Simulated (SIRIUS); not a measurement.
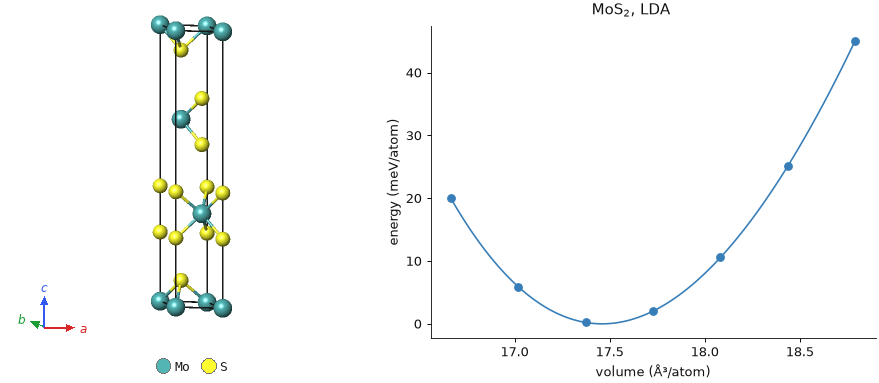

The figure shows the energy against volume for MoS₂, space group R3m (No. 160). The conventional cell is drawn beside the plot.

Starting cell:
```yaml
crystal:
  lattice:
    - [1.58000, 0.91221, 6.15000]
    - [-1.58000, 0.91221, 6.15000]
    - [0.00000, -1.82443, 6.15000]
  atoms:
    - { symbol: Mo, position: [0.00000, 0.00000, 0.00000] }
    - { symbol: S, position: [0.41700, 0.41700, 0.41700] }
    - { symbol: S, position: [0.25000, 0.25000, 0.25000] }
```

Calculation (SIRIUS 7.12.0): all-electron LAPW DFT, no spin polarisation; energies at scaled volumes of the given cell, shape and fractions fixed, counted from the fit's minimum, third-order Birch-Murnaghan fit. Level: LDA.

| setting | value |
| --- | --- |
| k mesh | 10×10×10 |
| occupations | Fermi–Dirac |
| smearing width | 0.05 eV |
| potentials | all electron FP LAPW |
| program settings | basis apw+lo standard, gk cutoff 3.86 1/bohr, pw cutoff 20 1/bohr |

Question: What equilibrium volume and bulk modulus follow from the curve?

Answer: A third-order Birch–Murnaghan fit gives V0 = 17.46 Å³/atom, B0 = 163 GPa and B′ = 4.4.

Note: shape and atomic fractions are frozen while scaling, which makes layered, chain and framework solids too stiff.
